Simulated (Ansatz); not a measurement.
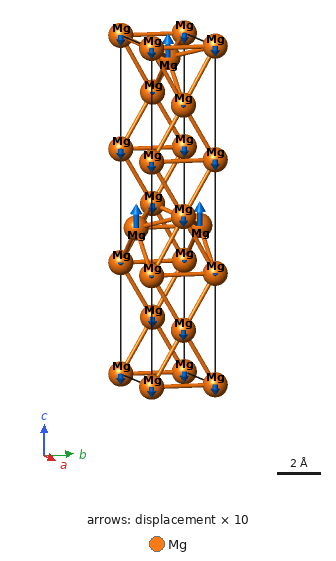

This is a relaxation of solid Mg (set up in Amm2). The starting structure is drawn; blue arrows show the displacements (the part carried along by the change of the cell is left out), magnified 10 times.

The picture is a ball-and-stick view of the conventional cell (2 times the calculation's cell), seen slightly off an axis. Lengths and directions refer to the drawn axes.

Case: 2 of 2 Li taken out, relaxed.

Computed with DFT PBE, scalar-relativistic, plane waves, PAW in Ansatz. Settings: plane-wave cutoff 420 eV; k-point mesh 8 × 12 × 12; occupations gaussian; smearing width 0.1 eV; no spin polarisation; cell and atoms relaxed; force threshold 0.025 eV/Å; at most 70 steps.

What happened in the run?

Answer. The atom that moves furthest relative to the cell is a Mg atom (0.11 Å along +c). The drawn cell changes as follows: a 5.086 → 5.049 Å (−0.7 %), b 3.093 → 3.139 Å (+1.5 %), c 15.936 → 15.740 Å (−1.2 %); the volume changes by −0.5 %. Some distances before and after: Mg–Mg 3.200 → 3.251 Å, Mg–Mg 3.134 → 3.085 Å, Mg–Mg 3.093 → 3.139 Å, Mg–Mg 3.077 → 3.034 Å. The space group stays Amm2 (No. 38). Over 4 accepted moves (5 points after the start) the energy falls by 2.2 meV per atom. The largest force component goes from 0.082 to 0.013 eV/Å. The pressure goes from −0.04 to −0.01 GPa. The SCF was repeated once at an unchanged geometry on a basis and grid sized afresh for the cell, which shifted the energy by less than 0.05 meV per atom at most.
